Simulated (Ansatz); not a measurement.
## Wannier-function calculation, with input and output: SnO (part 2 of 2)

Continued. System: SnO (4 atoms in the cell). Method: maximally localised Wannier functions of HSE06 bands, plane waves, PAW (Ansatz 0.2.0); cutoff 420 eV, 4×4×4 k-mesh, Fermi–Dirac smearing of 0.02 eV. The structure derives from an entry of the Crystallography Open Database. The run did not end well. The geometry comes from this level: r2scan-rvv10. It belongs to a series of runs on one base structure; here: cation s and anion p, disentangled.

Geometry of the input (Å; fractional positions):
```
3.7926  0.0000  0.0000
0.0000  3.7926  0.0000
0.0000  0.0000  4.7582
Sn 0.5000  0.0000  0.2410
Sn 0.0000  0.5000  0.7590
O  0.0000  0.0000  0.0000
O  0.5000  0.5000  0.0000
```

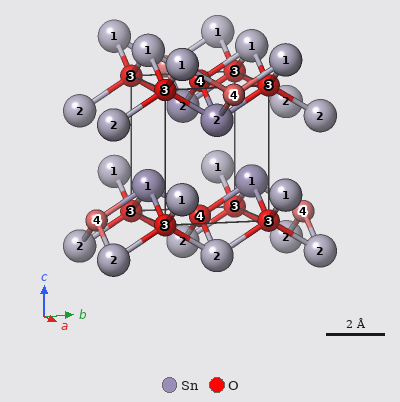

*The input geometry (ball-and-stick view of the cell of the calculation, seen slightly off an axis; neighbours outside the cell are drawn fainter; atoms are numbered from 1 in the order of the input). An atom can appear more than once, as a periodic image.*

Output, continued
```
--- Per-component energies (eV) ---
  E_band       = -249.460027
  E_kinetic    = 726.281809
  E_local      = -2596.434753  (includes V_loc(G=0)·N_el)
  E_nonlocal   = 28.133523
  E_hartree    = 1419.263103
  E_xc         = -719.499702
  E_vxc        = -303.716623  (∫ρ·V_xc dr)
  E_exx        = -111.620883  (= α·E_x^exact, valence–valence)
  E_paw        = -8681.305717  (= ΣΔE_a)
  E_vpaw       = -719.018932  (= ΣTr[D̂ρ^β])
  E_aug_tail   = 0.004789  (compensation charges beyond the density's cutoff)
  E_ewald      = -3256.185120
  E_core_change = 0.464426  (= ΣΔE_core)
  E_smearing   = -0.000031  (= −TS)
  E_closure    = -0.000000  (closes the sum)
  Σ components = -13190.898555   (vs F -13190.898555, Δ=0.00e0)
--- Band table (eV; the first three rows and the last of 18) ---
  k-point 0: bands = ["-14.3014", "-13.7583", "-13.7403", "-13.7403", "-13.6842", "-13.6626", "-13.6237", "-13.6194", "-13.5968", "-13.5968", "-12.7107", "-9.8231", "1.3933", "2.4785", "2.6237", "2.6237", "5.6581", "5.9829", "5.9829", "10.2067", "13.0521", "15.3866", "15.4239", "15.4239", "16.8622", "16.8622", "17.5780", "17.8694"]
  k-point 1: bands = ["-14.2911", "-13.7687", "-13.7246", "-13.7246", "-13.6763", "-13.6588", "-13.6316", "-13.6244", "-13.6145", "-13.6145", "-12.6868", "-9.8235", "0.1847", "2.6847", "2.6847", "4.4426", "5.6172", "5.9780", "5.9780", "9.4936", "12.4883", "14.2131", "14.2131", "15.1284", "17.9091", "18.3644", "18.4795", "18.4795"]
  k-point 2: bands = ["-14.2804", "-13.7795", "-13.7009", "-13.7009", "-13.6631", "-13.6528", "-13.6448", "-13.6403", "-13.6403", "-13.6315", "-12.6628", "-9.8241", "-0.3957", "2.7473", "2.7473", "5.5768", "5.9710", "5.9710", "7.1054", "7.2401", "12.5488", "13.5650", "13.5650", "14.2943", "18.9903", "19.0146", "19.6032", "19.6032"]
  k-point 17: bands = ["-14.1962", "-14.1962", "-13.6943", "-13.6943", "-13.6901", "-13.6901", "-13.6371", "-13.6371", "-13.5798", "-13.5798", "-10.7585", "-10.7585", "-0.1497", "-0.1497", "3.4073", "3.4073", "6.7050", "6.7050", "6.9459", "6.9459", "12.8803", "12.8803", "15.1223", "15.1223", "16.7422", "16.7422", "21.4993", "21.4993"]
Error: [file] a combination of the trial orbitals is all but absent from the optimal subspace at ik = 40: its weight there is 1.8e-15 of the largest combination's or less, which the computation cannot tell from zero, so that the projections give no starting gauge (the trial orbitals are those of output.wannier.projections, and ik = 40 is k-point 41 of the .win and .amn files); move output.wannier.disentanglement.frozen_window, whose bands are always kept in the subspace
```

File bands.tsv
```
# k_distance	band_0	band_1	band_2	band_3	band_4	band_5	band_6	band_7	band_8	band_9	band_10	band_11	band_12	band_13	band_14	band_15	band_16	band_17	band_18	band_19	band_20	band_21	band_22	band_23	band_24	band_25	band_26	band_27
# fermi_ev = 10.319596
# lock_threshold_ev = 1e-6
# [0, 0, 0] at k_distance = 0.000000
# [0, 0.5, 0] at k_distance = 0.828337
# [0.5, 0.5, 0] at k_distance = 1.656675
# [0, 0, 0.5] at k_distance = 3.001372
# [0, 0.5, 0.5] at k_distance = 3.829709
# [0.5, 0.5, 0.5] at k_distance = 4.658047
# [0.05, 0.05, 0] at k_distance = 5.902023
# levels_relative_to = fermi_ev
# free_energy_ev = -13190.898555
# largest_residual_norms_ev = 1.730e-4 2.359e-4 1.759e-4 1.669e-4 1.989e-4 1.989e-4 1.768e-4 2.158e-4 2.185e-4 2.187e-4 1.575e-4 1.814e-4 5.624e-4 6.336e-4 8.337e-4 8.380e-4 1.109e-3 9.046e-4 8.742e-4 7.411e-4 1.223e-3 1.225e-3 9.170e-4 8.571e-4 9.004e-4 1.170e-3 1.152e-3 1.154e-3
0.000000	-24.620969	-24.077877	-24.059861	-24.059861	-24.003758	-23.982221	-23.943273	-23.939019	-23.916392	-23.916392	-23.030250	-20.142682	-8.926312	-7.841093	-7.695884	-7.695884	-4.661481	-4.336739	-4.336739	-0.112930	2.732490	5.066999	5.104302	5.104302	6.542576	6.542576	7.258432	7.549766
0.828337	-24.468427	-24.468427	-24.027887	-24.027887	-24.015818	-24.015818	-23.960892	-23.960892	-23.914079	-23.914079	-21.393655	-21.393655	-8.766064	-8.766064	-6.268520	-6.268520	-6.154858	-6.154858	-3.512251	-3.512251	3.816376	3.816376	6.592344	6.592344	6.923752	6.923752	8.944114	8.944114
1.656675	-24.544713	-24.544713	-24.026485	-24.026485	-24.009777	-24.009777	-23.896526	-23.896526	-23.891502	-23.891502	-21.135698	-21.135698	-10.607633	-10.607633	-6.426920	-6.426920	-3.614590	-3.614590	-2.444515	-2.444515	0.126828	0.126828	4.955498	4.955498	8.362442	8.362442	9.296505	9.296505
3.001372	-24.600032	-24.099086	-24.020532	-24.020532	-23.982669	-23.972399	-23.964444	-23.959858	-23.959858	-23.951131	-22.982402	-20.143671	-10.715262	-7.572321	-7.572321	-4.742819	-4.348633	-4.348633	-3.214175	-3.079498	2.229212	3.245417	3.245417	3.974741	8.670714	8.695023	9.283564	9.283564
3.829709	-24.488448	-24.488448	-24.054393	-24.054393	-24.016780	-24.016780	-23.922651	-23.922651	-23.907614	-23.907614	-21.361231	-21.361231	-8.948829	-8.948829	-6.762586	-6.762586	-6.111889	-6.111889	-2.438407	-2.438407	3.113551	3.113551	5.977836	5.977836	7.615934	7.615934	9.519717	9.519717
4.658047	-24.515766	-24.515766	-24.013943	-24.013943	-24.009653	-24.009653	-23.956675	-23.956675	-23.899355	-23.899355	-21.078084	-21.078084	-10.469344	-10.469344	-6.912294	-6.912294	-3.614572	-3.614572	-3.373665	-3.373665	2.560685	2.560685	4.802661	4.802661	6.422644	6.422644	11.179739	11.179739
5.902023	-24.617840	-24.076257	-24.060939	-24.056494	-24.004674	-23.980540	-23.980177	-23.944490	-23.915892	-23.906223	-22.972785	-20.168722	-8.958827	-7.827022	-7.701096	-7.617018	-4.737698	-4.478234	-4.293682	-0.123979	2.892993	4.706875	4.772596	5.432788	6.361623	6.603881	7.495048	7.953189
```

File rho_z.tsv
```
# z_ang	rho[e/angstrom^3]
# format = ansatz-planar-average/11
# lattice	3.792648842	0.000000000	0.000000000
# lattice	0.000000000	3.792648842	0.000000000
# lattice	0.000000000	0.000000000	4.758213788
# sites	4
# site	50	1.896324421	0.000000000	1.146891718
# site	50	0.000000000	1.896324421	3.611322071
# site	8	0.000000000	0.000000000	0.000000000
# site	8	1.896324421	1.896324421	0.000000000
0.000000	1.041437e0
0.148694	9.782065e-1
0.297388	8.195397e-1
0.446083	6.544490e-1
0.594777	5.839783e-1
0.743471	6.415609e-1
0.892165	7.789127e-1
1.040859	9.007630e-1
1.189553	9.121159e-1
1.338248	7.878754e-1
1.486942	5.880292e-1
1.635636	3.974971e-1
1.784330	2.634051e-1
1.933024	1.862521e-1
2.081719	1.469555e-1
2.230413	1.288174e-1
2.379107	1.235327e-1
2.527801	1.288174e-1
2.676495	1.469555e-1
2.825189	1.862521e-1
2.973884	2.634051e-1
3.122578	3.974971e-1
3.271272	5.880292e-1
3.419966	7.878754e-1
3.568660	9.121159e-1
3.717355	9.007630e-1
3.866049	7.789127e-1
4.014743	6.415609e-1
4.163437	5.839783e-1
4.312131	6.544490e-1
4.460825	8.195397e-1
4.609520	9.782065e-1
```

File v_z.tsv
```
# z_ang	v_es[eV]	v_tot[eV]
# format = ansatz-planar-average/11
# xc	hse06
# density_cutoff_ev	1680
# datasets	Sn=:simpson_from_first_knot:soft:fock:shift=0	O=:simpson_from_first_knot:soft:fock:shift=0
# lattice	3.792648842	0.000000000	0.000000000
# lattice	0.000000000	3.792648842	0.000000000
# lattice	0.000000000	0.000000000	4.758213788
# sites	4
# site	50	1.896324421	0.000000000	1.146891718
# site	50	0.000000000	1.896324421	3.611322071
# site	8	0.000000000	0.000000000	0.000000000
# site	8	1.896324421	1.896324421	0.000000000
0.000000	1.500455e0	-8.978015e0
0.148694	1.716722e0	-8.681983e0
0.297388	2.445982e0	-7.715358e0
0.446083	3.723427e0	-6.157780e0
0.594777	5.755615e0	-3.851385e0
0.743471	7.529999e0	-1.882924e0
0.892165	8.524392e0	-7.813437e-1
1.040859	9.232488e0	2.015992e-2
1.189553	9.367074e0	3.533703e-1
1.338248	8.962317e0	2.858905e-1
1.486942	8.302142e0	6.506452e-2
1.635636	7.880774e0	1.311327e-1
1.784330	8.062059e0	7.532870e-1
1.933024	8.921715e0	1.938989e0
2.081719	1.008340e1	3.250395e0
2.230413	1.097327e1	4.206453e0
2.379107	1.125864e1	4.508827e0
2.527801	1.097327e1	4.206453e0
2.676495	1.008340e1	3.250395e0
2.825189	8.921715e0	1.938989e0
2.973884	8.062059e0	7.532870e-1
3.122578	7.880774e0	1.311327e-1
3.271272	8.302142e0	6.506452e-2
3.419966	8.962317e0	2.858905e-1
3.568660	9.367074e0	3.533703e-1
3.717355	9.232488e0	2.015992e-2
3.866049	8.524392e0	-7.813437e-1
4.014743	7.529999e0	-1.882924e0
4.163437	5.755615e0	-3.851385e0
4.312131	3.723427e0	-6.157780e0
4.460825	2.445982e0	-7.715358e0
4.609520	1.716722e0	-8.681983e0
```

Outcome

```tsv
quantity	value
outcome	ended with an error
space group (tolerance 0.01 Å)	P4/nmm (129)
electrons treated	40
free energy	−13190.8986 eV
Fermi energy	10.320 eV
hardware	4 threads of Arm Neoverse V1, 24 GiB of memory available, shared host
wall time	2.5 min (CPU time 9.2 min)
peak memory	1.3 GiB
```

Diagnosis

The run ended with an error: “[file] a combination of the trial orbitals is all but absent from the optimal subspace at ik = 40: its weight there is 1.8e-15 of the largest combination's or less, which the computation cannot tell from zero, so that the projections give no starting gauge (the trial orbitals are those of output.wannier”
